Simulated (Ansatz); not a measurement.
# MoS2 (1H sheet): Hubbard U and Hund's J by constrained RPA, part 2 of 2

How strongly is the local Coulomb interaction screened in MoS2 (1H sheet)?

Ansatz 0.2.0; non-magnetic PBEsol, then constrained RPA, plane waves, PAW.

So far. Step 2 (PBEsol bands and orbital weights): The gap is direct, at (0.333, 0.333, 0.000). Step 3 (Constrained RPA: Mo d, bands v1 to c4, 6×6×1 mesh …): On the Mo d shell, screening brings the on-site interaction from 8.8 eV down to U = 2.45 eV.

**4. Constrained RPA: Mo d + anion p, bands v7 to c4, 6×6×1 mesh, medium accuracy**

Level of this step: constrained RPA on PBEsol, plane waves, PAW (Ansatz).

input.yaml

```yaml
crystal:
  lattice:
    - [-2.71969099, 1.57021433, 0.0]
    - [0.0, -3.14042865, 0.0]
    - [0.0, 0.0, 30.26341314]
  atoms:
    - { symbol: Mo, position: [0.0, 0.0, 0.3124002101] }
    - { symbol: S, position: [0.3333333333, 0.6666666667, 0.3638940654] }
    - { symbol: S, position: [0.3333333333, 0.6666666667, 0.2609063547] }
  periodic: [true, true, false]
kpoints:
  mp_grid: { grid: [12, 12, 1] }
hamiltonian:
  xc: pbesol
scf:
  occupations: { method: gaussian, width: 0.08 }
  n_extra_bands: 19
  max_iter: 150
  lower_state_search: "off"
output:
  crpa:
    kmesh: [6, 6, 1]
    target_bands: [v7, c4]
    projections: [{ species: Mo, l: d, shell: 4 }, { species: S, l: p, shell: 3 }]
  local_orbitals:
    kmesh: [12, 12, 1]
    orbitals: [{ species: Mo, l: d, shell: 4 }, { species: S, l: p, shell: 3 }]
    window: { bands: [v7, c4] }
    seedname: lo
```

The run is started by

```console
$ ansatz run input.yaml --threads 4 --pin off --max-ram 14745MiB --backend cpu --events-out ev --progress --plain --runs-dir out
```

Numbers of over 12 decimals in the logs are rounded to 6 here.

The log of the run:

```text
[...]
Crystal: 3 atoms, lattice volume = 258.480 Å³
Basis set: ecut = 420 eV, 5009 PW (Γ)
Bands: 32, of which v1, the nominal top of the filled ones, is band 13 counted from 1 (12 counted from 0)
Symmetry: 12 space group operations
[...]
k-points: 19 of 144 (time reversal used)
[...]
SCF iter   1: F=—  HF=-6670.139530 eV  |F-HF|=—  |Δ(HF+E_count)|=         —  Δρ=3.33e-3  dr2=3.78e-2  ethr=1.77e-3  ⟨swp⟩=12.4  Hψ=5475  notcnv=0  defer=137
[...]
SCF iter   7: F=-6670.142298 eV  HF=-6670.142298 eV  |F-HF|=1.83e-8  |Δ(HF+E_count)|=   6.07e-9  Δρ=3.59e-6  dr2=1.21e-8  ethr=3.85e-10  ⟨swp⟩=21.8  Hψ=6127  notcnv=0
SCF 1 converged in 7 iterations: F = -6670.142298 eV  dr2 = 1.21e-8
[...]
cRPA screening: q 1/36
cRPA screening: q 2/36
cRPA screening: q 4/36 (q-point 3)
cRPA screening: q 6/36 (q-point 4)
cRPA screening: q 7/36
cRPA screening: q 11/36 (q-point 8)
cRPA screening: q 15/36 (q-point 9)
cRPA screening: q 19/36 (q-point 13)
cRPA screening: q 23/36 (q-point 14)
cRPA screening: q 27/36 (q-point 15)
cRPA screening: q 29/36 (q-point 18)
cRPA screening: q 31/36 (q-point 19)
cRPA screening: q 33/36 (q-point 20)
SCF converged after 7 iterations
Free energy (F): -6670.142298 eV
[...]
Internal energy: -6670.142298 eV  (E = F + TS)
E sigma→0 (E₀):  -6670.142298 eV
Fermi energy:    -5.065014 eV
[...]
--- Band table (eV; the first three rows and the last of 19) ---
  k-point 0: bands = [... 9 lower, -7.8160, -7.4267, -7.4267, -6.0405, -3.0711, -3.0711, -2.7944, -2.7944, ... 15 higher]
  k-point 1: bands = [... 9 lower, -8.2928, -7.5996, -7.1148, -6.0834, -3.2185, -3.1065, -2.9199, -2.8814, ... 15 higher]
  k-point 2: bands = [... 9 lower, -8.1507, -8.0050, -7.0301, -6.3009, -3.6038, -3.2852, -3.2088, -2.4502, ... 15 higher]
  k-point 18: bands = [... 9 lower, -9.5307, -8.9139, -8.1439, -5.9683, -4.1617, -2.9125, -2.2530, -0.8385, ... 15 higher]
  ° read free of the cell's end (the report's vacuum.weakly_bound_levels)
[...]
χ-basis size per q: N_G = 855..969
[...]
Each shell's averages of U are screened by what lies outside the whole window alone: parameters of one model of all the shells.
[...]
screened: U = 6.7332 eV, U' = 6.0007 eV, J = 0.3771 eV
      screened, to within: U = 2.2e-2 eV, U' = 2.2e-2 eV, J = 6.0e-4 eV
      bare: V = 13.3016 eV, V' = 12.3315 eV, J = 0.4999 eV
    Site 1, 3P, 3 of 3 p orbitals (Wannier functions 6, 7, 8; wannier90's mr 1, 2, 3):
      screened: U = 6.8980 eV, U' = 5.9723 eV, J = 0.4749 eV
      screened, to within: U = 1.9e-2 eV, U' = 1.9e-2 eV, J = 9.3e-4 eV
      bare: V = 12.5218 eV, V' = 11.1541 eV, J = 0.7053 eV
    Site 2, 3P, 3 of 3 p orbitals (Wannier functions 9, 10, 11; wannier90's mr 1, 2, 3):
      screened: U = 6.8980 eV, U' = 5.9723 eV, J = 0.4749 eV
      screened, to within: U = 1.9e-2 eV, U' = 1.9e-2 eV, J = 9.3e-4 eV
      bare: V = 12.5218 eV, V' = 11.1541 eV, J = 0.7053 eV
[...]
```

Elapsed: 5.5 min, on 4 threads of Arm Neoverse V1, shared host; peak memory 1.9 GiB.

This step gave:

```
U                                                 : 6.733 eV
U prime (inter-orbital)                           : 6.001 eV
J                                                 : 0.3771 eV
bare V                                            : 13.30 eV
bare J                                            : 0.4999 eV
stated bound on U                                 : 0.02118 eV
U over bare V                                     : 0.5062
electrons in the window                           : 14
head of the constrained inverse dielectric matrix : 0.8305
least eigenvalue of the projection's overlap      : 0.6980
target functions                                  : 11
bands in the sums                                 : 34
r.m.s. miss of the model bands                    : 3.78e-4 eV
width of the target bands                         : 11.08 eV
weight of the projected orbitals in the window    : 0.9352
```

On the Mo d shell, screening brings the on-site interaction from 13.3 eV down to U = 6.73 eV.

Kanamori averages over each shell's functions. Crpa shells, by row:

```tsv
site	element	shell	orbitals	U (eV)	U' (eV)	J (eV)	bare V (eV)	bare V' (eV)	bare J (eV)	bound on U (eV)
1	Mo	4D	5	6.733	6.001	0.3771	13.3	12.33	0.4999	0.02118
2	S	3P	3	6.898	5.972	0.4749	12.52	11.15	0.7053	0.0182
3	S	3P	3	6.898	5.972	0.4749	12.52	11.15	0.7053	0.0182
```

Projected local orbitals of the target window. The electronic bands at the labelled points (eV, zero at the Fermi level; v1 is the highest filled band, c1 the lowest empty one):

```tsv
point	v4	v3	v2	v1	c1	c2	c3	c4
Γ	-2.75	-2.36	-2.36	-0.98	1.99	1.99	2.27	2.27
M	-4.10	-2.81	-1.78	-1.56	1.50	2.01	3.04	3.58
K	-4.47	-3.85	-3.08	-0.90	0.90	2.15	2.81	4.23
Γ	-2.75	-2.36	-2.36	-0.98	1.99	1.99	2.27	2.27
```

The same for Kohn-Sham, solved directly:

```tsv
point	v4	v3	v2	v1	c1	c2	c3	c4
Γ	-2.75	-2.36	-2.36	-0.98	1.99	1.99	2.27	2.27
M	-4.10	-2.81	-1.78	-1.56	1.50	2.01	3.04	3.58
K	-4.47	-3.85	-3.08	-0.90	0.90	2.15	2.81	4.23
Γ	-2.75	-2.36	-2.36	-0.98	1.99	1.99	2.27	2.27
```

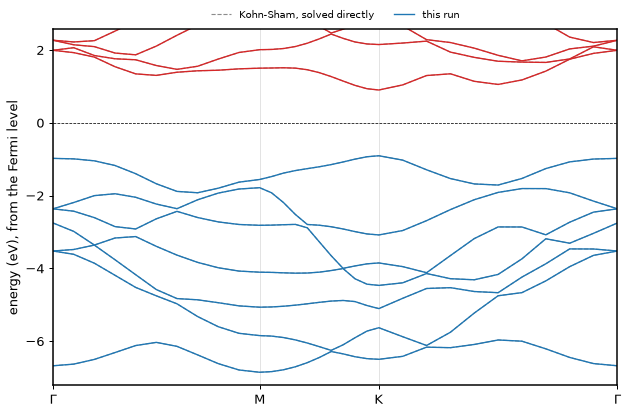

Electronic bands along the path; lines of filled and empty bands in two colours; dashed: Kohn-Sham, solved directly.

Onsite levels, by row:

```tsv
orbital	level less Fermi level (eV)
Mo1 dz2	-1.32
Mo1 dxz	-0.2235
Mo1 dyz	-0.2235
Mo1 dx2-y2	-1.088
Mo1 dxy	-1.088
S2 pz	-2.471
S2 px	-2.25
S2 py	-2.25
S3 pz	-2.471
S3 px	-2.25
S3 py	-2.25
```

Largest distinct elements between sites. Hoppings, by row:

```tsv
from	to	cell	distance (Å)	t (eV)
S3 px	Mo1 dxz	1 1 0	2.391	-1.609
S3 py	Mo1 dyz	0 1 0	2.391	-1.058
S2 pz	Mo1 dxz	1 1 0	2.391	1.034
Mo1 dxz	S3 py	0 0 0	2.391	-0.9556
S3 pz	S2 pz	0 0 0	3.117	0.9424
S3 py	S3 py	0 -1 0	3.14	0.9243
S3 px	Mo1 dx2-y2	0 0 0	2.391	0.9044
S3 pz	Mo1 dyz	0 1 0	2.391	0.8958
Mo1 dx2-y2	S2 pz	-1 -1 0	2.391	0.7561
Mo1 dz2	S2 px	-1 -1 0	2.391	0.7454
S2 px	S2 px	-1 -1 0	3.14	0.6704
Mo1 dxy	S2 pz	0 0 0	2.391	0.6548
```

**5. The windows together**

Times are wall times on 4 threads of Arm Neoverse V1, shared host, good to a factor of about two.

```tsv
target	bands	functions	width (eV)	bare V (eV)	U (eV)	U′ (eV)	J (eV)	U/V	time
Mo d	v1–c4	5	6.16	8.83	2.45	2.08	0.18	0.28	2 min
Mo d + anion p	v7–c4	11	11.08	13.30	6.73	6.00	0.38	0.51	5.5 min
```

**6. What came out**

```json
{"Mo d": "U 2.45 eV, U′ 2.08 eV, J 0.18 eV, bare V 8.8 eV", "Mo d + anion p": "U 6.73 eV, U′ 6.00 eV, J 0.38 eV, bare V 13.3 eV", "method": "constrained RPA on non-magnetic PBEsol, 6×6×1 mesh, static; search for lower states off"}
```

What this shows: For Mo d, screening cuts the on-site interaction from 8.83 eV to 2.45 eV. U − 2J differs from U′ by +0.01 eV, so the Kanamori relation holds well. U is 0.40 times the width of the target bands. With the window Mo d + anion p U becomes 6.73 eV and the bare V 13.30 eV, so U/V goes from 0.28 to 0.51. The parent state is non-magnetic and the interaction static (zero frequency); U depends on the window and the orbitals, so it belongs to this model alone. A window that holds the anion p bands defines a model with explicit ligands; its U belongs to that model and is not the U of DFT+U.

[Paths, hosts, dates, memory and timing lines, banners, echoed tables and standing remarks are left out of the program output.]

[Logs are printed without paths, hosts, clocks, repeated set-up lines and the standing remarks that a program may print on its own settings, such as how far it seeks lower states.]

[Runs of the session that timed out or met a known fault of the program may be left out.]

[Hosts, paths, dates, database ids (printed as entryN), source tags and the programs' standing remarks are cut or masked in the printed files.]
